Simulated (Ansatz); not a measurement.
**Run report: Mo₁₃S₂₄ (charge +1), geometry relaxation (part 1 of 4)**

System: Mo₁₃S₂₄ (defect cell, 37 atoms in the cell, total charge +1).
Method: DFT PBE+D3(BJ), scalar-relativistic, plane waves, PAW, spin-polarised (Ansatz 0.2.0).

The structure derives from a Materials Project entry. It belongs to a series of runs on one base structure; here: Mo interstitial, charge +1, atoms relaxed at the host's cell. Figures and captions count atoms from 1; the log counts them from 0 in places.

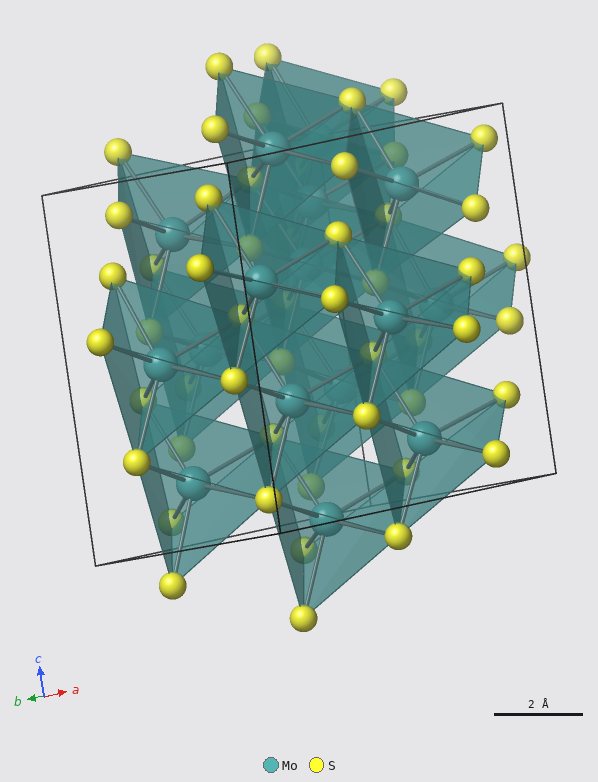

Fig. 1: The starting structure (polyhedral view of the cell of the calculation, seen at an oblique angle; polyhedra are completed across the faces of the cell). An atom can appear more than once, as a periodic image.

### Summary

| quantity | value |
| --- | --- |
| outcome | converged |
| electrons treated | 325 |
| free energy | −86132.3969 eV |
| Fermi energy | 10.916 eV |
| gap on the k-point mesh | 0.14 eV |
| net moment of the cell | 1.00 μB |
| integrated absolute moment | 1.32 μB |
| final volume | 685.00 Å³ |
| largest force (length of the vector) at the end | 0.009 eV/Å |
| hardware | 4 threads of Intel Xeon (Sapphire Rapids), 32 GiB of memory available, shared host |
| wall time | 95 s (CPU time 6.1 min) |
| peak memory | 2.8 GiB |

### Notes

The cell is charged and computed with a neutralising background, so its energy and pressure depend on the cell and aren't those of a real crystal.

### Input
```yaml
crystal:
  lattice:
    - [3.1494702786, 5.4550425393, -6.6451646516]
    - [3.1494702785, -5.4550425393, -6.6451646516]
    - [-6.298940557, 1.0e-10, -6.6451646516]
  atoms:
    - { symbol: Mo, position: [0.5034111908, 0.499683807, 0.0007362726] }
    - { symbol: Mo, position: [0.1669828596, 0.1632554759, 0.6659303941] }
    - { symbol: Mo, position: [0.3333333333, 0.8395178471, 0.8271488196] }
    - { symbol: Mo, position: [0.3333333333, 0.3333333333, 0.3333333333] }
    - { symbol: Mo, position: [0.8271488196, 0.3333333333, 0.8395178471] }
    - { symbol: Mo, position: [0.499683807, 1.0007362726, 0.5034111908] }
    - { symbol: Mo, position: [0.1632554759, 0.6659303941, 0.1669828596] }
    - { symbol: Mo, position: [-0.0101174277, 0.9898825723, -0.0101174277] }
    - { symbol: Mo, position: [0.6767840944, 0.6767840944, 0.6767840944] }
    - { symbol: Mo, position: [0.0007362726, 0.5034111908, 0.499683807] }
    - { symbol: Mo, position: [0.6659303941, 0.1669828596, 0.1632554759] }
    - { symbol: Mo, position: [0.8395178471, 0.8271488196, 0.3333333333] }
    - { symbol: S, position: [0.4339192504, 0.5938581405, 0.7528052389] }
    - { symbol: S, position: [0.086783321, 0.2569748467, 0.4211332605] }
    - { symbol: S, position: [0.2563265891, 0.9202591631, 0.5842295134] }
    - { symbol: S, position: [0.2569748467, 0.4211332605, 0.086783321] }
    - { symbol: S, position: [0.7528052389, 0.4339192504, 0.5938581405] }
    - { symbol: S, position: [0.4211332605, 0.086783321, 0.2569748467] }
    - { symbol: S, position: [0.0871196979, 0.7390072962, 0.9098158754] }
    - { symbol: S, position: [0.9098158754, 0.0871196979, 0.7390072962] }
    - { symbol: S, position: [0.5938581405, 0.7528052389, 0.4339192504] }
    - { symbol: S, position: [0.9202591631, 0.5842295134, 0.2563265891] }
    - { symbol: S, position: [0.5842295134, 0.2563265891, 0.9202591631] }
    - { symbol: S, position: [0.7390072962, 0.9098158754, 0.0871196979] }
    - { symbol: S, position: [0.2455334062, 0.40969182, 0.5798833456] }
    - { symbol: S, position: [0.9138614278, 0.0728085262, 0.2327474163] }
    - { symbol: S, position: [0.0824371533, 0.7464075036, 0.4103400775] }
    - { symbol: S, position: [0.0728085262, 0.2327474163, 0.9138614278] }
    - { symbol: S, position: [0.5798833456, 0.2455334062, 0.40969182] }
    - { symbol: S, position: [0.2327474163, 0.9138614278, 0.0728085262] }
    - { symbol: S, position: [0.9276593705, 0.5795469687, 0.7568507913] }
    - { symbol: S, position: [0.7568507913, 0.9276593705, 0.5795469687] }
    - { symbol: S, position: [0.40969182, 0.5798833456, 0.2455334062] }
    - { symbol: S, position: [0.7464075036, 0.4103400775, 0.0824371533] }
    - { symbol: S, position: [0.4103400775, 0.0824371533, 0.7464075036] }
    - { symbol: S, position: [0.5795469687, 0.7568507913, 0.9276593705] }
    - { symbol: Mo, position: [0.8333333333, 0.8333333333, 0.8333333333], spin: 2.0 }
  host:
    lattice:
      - [3.1494702785, 0.0, 0.0]
      - [-1.5747351392, 2.7275212697, 0.0]
      - [0.0, 0.0, 6.6451646516]
    atoms:
      - { symbol: Mo, position: [0.0, 0.0, 0.0] }
      - { symbol: S, position: [0.3333333333, 0.6666666667, 0.2357795151] }
      - { symbol: S, position: [0.3333333333, 0.6666666667, 0.7642204849] }
total_charge: 1
basis:
  ecutwfc: 420
  xc_grid: 2
kpoints:
  mp_grid: { grid: [2, 2, 2], shift: [0.5, 0.5, 0.5] }
hamiltonian:
  xc: pbe
  dispersion: d3bj
scf:
  occupations: { method: gaussian, width: 0.01 }
output:
  forces: true
  stress: false
  eigenvalues: true
  populations: true
  charged_corrections:
    defect_position: [0.83333333, 0.83333333, 0.83333333]
    epsilon: [[14.1225, 0.0, 0.0], [0.0, 14.1225, 0.0], [0.0, 0.0, 4.6983]]
  write_density: true
  write_potential: true
  elf: true
  volumetric_format: npy
magnetization:
  spin_polarized: true
relax:
  adjacent_minimum: "off"
  f_tol: 0.025
  max_steps: 45
```

Command:
```bash
ansatz run input.yaml --threads 4 --pin off --max-ram 10240MiB --backend cpu --events-out ev --progress --plain --runs-dir out
```

### What the program printed
```
Engine: ansatz 0.2.0, x86_64-unknown-linux-gnu
Pseudopotentials: kind: paw
Pseudopotential: Mo, paw, valence charge 14, recommended cutoff 420 eV (normal), Mo.paw.azcp
Pseudopotential: S, paw, valence charge 6, recommended cutoff 420 eV (normal), S.paw.azcp
Functional definition: PBE
  parameter kappa = 0.804
  parameter beta = 0.06672455060314922
  exchange = pbe_x(kappa = kappa, mu = beta*pi^2/3)
  correlation = pbe_c(beta = beta)
Crystal: 37 atoms, lattice volume = 685.003 Å³
Basis set: ecut = 420 eV, 13397 PW (Γ), exchange–correlation on 128×128×128 points (8 copies of the dense FFT grid, shifted against one another)
Bands: 201, of which v1, the nominal top of the filled ones, is band 163 counted from 1 (162 counted from 0)
Symmetry: 6 space group operations
Space group: R32 (ITA 155), of the structure as read, at distance tolerance 8.8e-5 Å
Magnetic group: BNS 155.45 (UNI 1275), of the structure as read, at distance tolerance 8.8e-5 Å
k-points: 2 of 8
Non-local potential: Mo, projectors of the file, l = 0: 3, l = 1: 2, l = 2: 2, l = 3: 1
Non-local potential: S, projectors of the file, l = 0: 2, l = 1: 2, l = 2: 2
PAW form: soft (Blöchl's): semilocal exchange-correlation on the pseudo side does not see the compensation charge
PAW one-centre angular grid: Mo, 590 points (default); XC on 64 Gauss nodes
PAW one-centre angular grid: S, 110 points (default); XC on 64 Gauss nodes
Initial density: superposition of atomic densities (chi_scale 0.1, normalization cell)
Starting moments: Σ|m| = 2 μB on 1 of 37 sites
Initial wavefunctions: pseudopotential atomic-orbital guess
Functional: x = pbe(κ = 0.804, μ = 0.2195149727645171), c = pbe(β = 0.06672455060314922)
SCF iter   1: F=—  HF=-86146.270385 eV  |F-HF|=—  |Δ(HF+E_count)|=         —  Δρ=4.03e-2 (↑4.03e-2 ↓3.87e-2)  dr2=6.01e1  dr2_m=1.22e-1  M=1.020 μB ∫|m|=1.907 μB  β_m=0.30  ethr=3.10e-3  ⟨swp⟩=6.5  Hψ=3185  notcnv=0  defer=37
Mixer restart at iter 1: flushing history
preconditioner: auto → Resta (q_TF=auto, 2.409 Å⁻¹)  ε∞=7.4  [insulator: Δε(μ)=0.028 eV  Ē_g=8.363 eV  σ=0.010 eV  W_gap=0.95  n_scr=160 (ndim 8)  ℏωp=21.1 eV  f_vac=0.045  D(μ)=6.69/eV (n_scr^D=20)  ε∞_Penn≈7.4]
spin=Collinear: Resta preconditioning applied to the charge; magnetization (m = ρ↑ − ρ↓) channel mixes plain (no charge-response kernel on spin).
SCF iter   2: F=—  HF=-86135.451884 eV  |F-HF|=—  |Δ(HF+E_count)|=    1.08e1  Δρ=2.05e-2 (↑2.05e-2 ↓1.91e-2)  dr2=1.24e1  dr2_m=7.22e-2  M=1.000 μB ∫|m|=1.849 μB  β_m=0.40  ethr=3.10e-3  ⟨swp⟩=4.0  Hψ=1619  notcnv=0  defer=129
SCF iter   3: F=—  HF=-86132.796154 eV  |F-HF|=—  |Δ(HF+E_count)|=    2.66e0  Δρ=9.15e-3 (↑9.15e-3 ↓8.94e-3)  dr2=3.22e0  dr2_m=2.90e-2  M=1.000 μB ∫|m|=1.714 μB  β_m=0.67  ethr=3.10e-3  ⟨swp⟩=2.2  Hψ=1159  notcnv=0  defer=129
SCF iter   4: F=—  HF=-86132.302586 eV  |F-HF|=—  |Δ(HF+E_count)|=   4.94e-1  Δρ=3.13e-3 (↑3.13e-3 ↓3.08e-3)  dr2=3.88e-1  dr2_m=1.06e-2  M=1.000 μB ∫|m|=1.557 μB  β_m=0.70  ethr=9.90e-4  ⟨swp⟩=2.0  Hψ=1219  notcnv=0  defer=129
SCF iter   5: F=—  HF=-86132.323221 eV  |F-HF|=—  |Δ(HF+E_count)|=   2.06e-2  Δρ=2.74e-3 (↑2.74e-3 ↓2.52e-3)  dr2=4.43e-1  dr2_m=3.87e-3  M=1.000 μB ∫|m|=1.480 μB  β_m=0.58  ethr=1.19e-4  ⟨swp⟩=3.5  Hψ=1317  notcnv=0  defer=129
SCF iter   6: F=—  HF=-86132.293076 eV  |F-HF|=—  |Δ(HF+E_count)|=   3.01e-2  Δρ=1.03e-3 (↑1.03e-3 ↓8.81e-4)  dr2=3.15e-2  dr2_m=2.32e-3  M=1.000 μB ∫|m|=1.448 μB  β_m=0.77  ethr=1.19e-4  ⟨swp⟩=3.0  Hψ=1039  notcnv=0  defer=129
SCF iter   7: F=—  HF=-86132.317818 eV  |F-HF|=—  |Δ(HF+E_count)|=         —  Δρ=8.94e-4 (↑8.94e-4 ↓7.27e-4)  dr2=2.81e-2  dr2_m=1.79e-3  M=1.000 μB ∫|m|=1.344 μB  β_m=0.77  ethr=9.70e-6  ⟨swp⟩=3.0  Hψ=1340  notcnv=0  defer=129
Mixer restart at iter 7: flushing history
SCF iter   8: F=—  HF=-86132.326327 eV  |F-HF|=—  |Δ(HF+E_count)|=   8.51e-3  Δρ=1.13e-3 (↑1.07e-3 ↓1.13e-3)  dr2=8.99e-2  dr2_m=4.46e-4  M=1.000 μB ∫|m|=1.320 μB  β_m=0.40  ethr=8.64e-6  ⟨swp⟩=3.5  Hψ=1203  notcnv=0  defer=129  recentre
SCF iter   9: F=—  HF=-86132.317812 eV  |F-HF|=—  |Δ(HF+E_count)|=   8.52e-3  Δρ=4.97e-4 (↑4.97e-4 ↓4.21e-4)  dr2=6.48e-3  dr2_m=7.62e-4  M=1.000 μB ∫|m|=1.328 μB  β_m=0.57  ethr=8.64e-6  ⟨swp⟩=3.5  Hψ=1177  notcnv=0  defer=129
SCF iter  10: F=—  HF=-86132.319296 eV  |F-HF|=—  |Δ(HF+E_count)|=   1.48e-3  Δρ=1.88e-4 (↑1.88e-4 ↓1.75e-4)  dr2=1.73e-3  dr2_m=5.50e-5  M=1.000 μB ∫|m|=1.306 μB  β_m=0.52  ethr=1.99e-6  ⟨swp⟩=2.0  Hψ=1172  notcnv=0  defer=129
SCF iter  11: F=—  HF=-86132.319519 eV  |F-HF|=—  |Δ(HF+E_count)|=   2.23e-4  Δρ=4.67e-5 (↑4.67e-5 ↓4.17e-5)  dr2=1.04e-4  dr2_m=3.14e-6  M=1.000 μB ∫|m|=1.297 μB  β_m=0.61  ethr=5.34e-7  ⟨swp⟩=2.0  Hψ=1166  notcnv=0  defer=129
SCF iter  12: F=—  HF=-86132.319571 eV  |F-HF|=—  |Δ(HF+E_count)|=   5.21e-5  Δρ=2.61e-5 (↑1.88e-5 ↓2.61e-5)  dr2=2.70e-5  dr2_m=1.31e-6  M=1.000 μB ∫|m|=1.296 μB  β_m=0.76  ethr=3.20e-8  ⟨swp⟩=2.0  Hψ=1226  notcnv=0  defer=129
SCF iter  13: F=—  HF=-86132.319591 eV  |F-HF|=—  |Δ(HF+E_count)|=   1.98e-5  Δρ=1.97e-5 (↑1.97e-5 ↓1.62e-5)  dr2=1.49e-5  dr2_m=4.59e-7  M=1.000 μB ∫|m|=1.296 μB  β_m=0.69  ethr=8.32e-9  ⟨swp⟩=2.0  Hψ=1406  notcnv=0  defer=129
SCF iter  14: F=—  HF=-86132.319593 eV  |F-HF|=—  |Δ(HF+E_count)|=   2.20e-6  Δρ=1.03e-5 (↑1.03e-5 ↓7.60e-6)  dr2=4.88e-6  dr2_m=7.60e-8  M=1.000 μB ∫|m|=1.296 μB  β_m=0.64  ethr=4.57e-9  ⟨swp⟩=17.0  Hψ=7213  notcnv=0
SCF iter  15: F=-86132.319593 eV  HF=-86132.319593 eV  |F-HF|=6.43e-7  |Δ(HF+E_count)|=   5.80e-8  Δρ=3.91e-6 (↑3.88e-6 ↓3.91e-6)  dr2=8.16e-7  dr2_m=1.83e-8  M=1.000 μB ∫|m|=1.296 μB  ethr=1.50e-9  ⟨swp⟩=9.8  Hψ=5255  notcnv=0
SCF 1 converged in 15 iterations: F = -86132.319593 eV  dr2 = 8.16e-7
  greatest PAW one-centre occupation: 0.998 electrons in one spin orbital (limit 2), on the Mo atom at site 3 (counted from 0), in its partial waves of l = 0
relax step   1: F+E_penalty+E_count = -86132.31959264 eV  Δ(F+E_penalty+E_count) = +0.000e0 eV  max|allowed force component| = 3.723e-1 eV/Å  Δτ_max = 0.0000 Å  (15 SCF iters, dr2 threshold 1.56e-5 eV, accepted)
Initial density: handed on by an earlier stage of this run
Starting moments: Σ|m| = 2 μB on 1 of 37 sites; this step starts from the density that it was given
Initial wavefunctions: those handed on with the density
iter 1 solved again at ethr=3.23e-5 eV; its pass at ethr=3.10e-3 eV (dr2=1.05e-1 eV) is discarded
SCF iter   1: F=—  HF=-86132.400897 eV  |F-HF|=—  |Δ(HF+E_count)|=         —  Δρ=2.62e-3 (↑2.62e-3 ↓2.52e-3)  dr2=1.07e-1  dr2_m=2.72e-3  M=1.000 μB ∫|m|=1.308 μB  β_m=0.65  ethr=3.23e-5  ⟨swp⟩=2.0  Hψ=2696  notcnv=0  defer=128
preconditioner: auto → Resta (q_TF=auto, 2.409 Å⁻¹)  ε∞=8.6  [insulator: Δε(μ)=0.160 eV  Ē_g=7.665 eV  σ=0.010 eV  W_gap=1.00  n_scr=160 (ndim 8)  ℏωp=21.1 eV  f_vac=0.075  D(μ)=0.00/eV (n_scr^D=0)  ε∞_Penn≈8.6]
spin=Collinear: Resta preconditioning applied to the charge; magnetization (m = ρ↑ − ρ↓) channel mixes plain (no charge-response kernel on spin).
SCF iter   2: F=—  HF=-86132.385396 eV  |F-HF|=—  |Δ(HF+E_count)|=   1.55e-2  Δρ=1.22e-3 (↑1.22e-3 ↓1.13e-3)  dr2=2.84e-2  dr2_m=8.46e-4  M=1.000 μB ∫|m|=1.311 μB  β_m=0.64  ethr=3.23e-5  ⟨swp⟩=2.0  Hψ=1425  notcnv=0  defer=128
SCF iter   3: F=—  HF=-86132.384467 eV  |F-HF|=—  |Δ(HF+E_count)|=   9.30e-4  Δρ=7.26e-4 (↑7.21e-4 ↓7.26e-4)  dr2=2.39e-2  dr2_m=1.76e-4  M=1.000 μB ∫|m|=1.312 μB  β_m=0.61  ethr=8.73e-6  ⟨swp⟩=2.8  Hψ=1419  notcnv=0  defer=128
SCF iter   4: F=—  HF=-86132.382179 eV  |F-HF|=—  |Δ(HF+E_count)|=   2.29e-3  Δρ=1.57e-4 (↑1.57e-4 ↓1.23e-4)  dr2=5.39e-4  dr2_m=2.93e-5  M=1.000 μB ∫|m|=1.313 μB  β_m=0.69  ethr=7.36e-6  ⟨swp⟩=2.0  Hψ=1007  notcnv=0  defer=128
SCF iter   5: F=—  HF=-86132.382258 eV  |F-HF|=—  |Δ(HF+E_count)|=   7.89e-5  Δρ=9.44e-5 (↑8.58e-5 ↓9.44e-5)  dr2=4.80e-4  dr2_m=4.96e-6  M=1.000 μB ∫|m|=1.313 μB  β_m=0.61  ethr=1.66e-7  ⟨swp⟩=2.0  Hψ=1204  notcnv=0  defer=128
SCF iter   6: F=—  HF=-86132.382229 eV  |F-HF|=—  |Δ(HF+E_count)|=   2.95e-5  Δρ=3.72e-5 (↑3.72e-5 ↓3.56e-5)  dr2=4.71e-5  dr2_m=1.78e-6  M=1.000 μB ∫|m|=1.313 μB  β_m=0.68  ethr=1.48e-7  ⟨swp⟩=2.0  Hψ=1020  notcnv=0  defer=128
SCF iter   7: F=—  HF=-86132.382239 eV  |F-HF|=—  |Δ(HF+E_count)|=   1.02e-5  Δρ=1.89e-5 (↑1.89e-5 ↓1.77e-5)  dr2=1.67e-5  dr2_m=2.23e-7  M=1.000 μB ∫|m|=1.313 μB  β_m=0.65  ethr=1.45e-8  ⟨swp⟩=2.0  Hψ=1157  notcnv=0  defer=128
SCF iter   8: F=—  HF=-86132.382243 eV  |F-HF|=—  |Δ(HF+E_count)|=   4.06e-6  Δρ=8.93e-6 (↑7.87e-6 ↓8.93e-6)  dr2=4.84e-6  dr2_m=3.01e-8  M=1.000 μB ∫|m|=1.313 μB  β_m=0.82  ethr=5.13e-9  ⟨swp⟩=2.0  Hψ=1096  notcnv=0  defer=128
SCF iter   9: F=—  HF=-86132.382248 eV  |F-HF|=—  |Δ(HF+E_count)|=   4.60e-6  Δρ=1.21e-5 (↑1.21e-5 ↓1.09e-5)  dr2=1.19e-5  dr2_m=2.07e-8  M=1.000 μB ∫|m|=1.313 μB  β_m=0.76  ethr=1.49e-9  ⟨swp⟩=2.8  Hψ=1411  notcnv=0  defer=128
SCF iter  10: F=-86132.382246 eV  HF=-86132.382247 eV  |F-HF|=1.37e-6  |Δ(HF+E_count)|=   4.67e-7  Δρ=5.31e-6 (↑5.31e-6 ↓5.09e-6)  dr2=1.69e-6  dr2_m=1.90e-9  M=1.000 μB ∫|m|=1.313 μB  ethr=1.49e-9  ⟨swp⟩=15.0  Hψ=7008  notcnv=0
SCF 2 converged in 10 iterations: F = -86132.382246 eV  dr2 = 1.69e-6
relax step   2: F+E_penalty+E_count = -86132.38224583 eV  Δ(F+E_penalty+E_count) = -6.265e-2 eV  max|allowed force component| = 2.487e-1 eV/Å  Δτ_max = 0.0889 Å  (10 SCF iters, dr2 threshold 8.66e-6 eV, accepted)
```
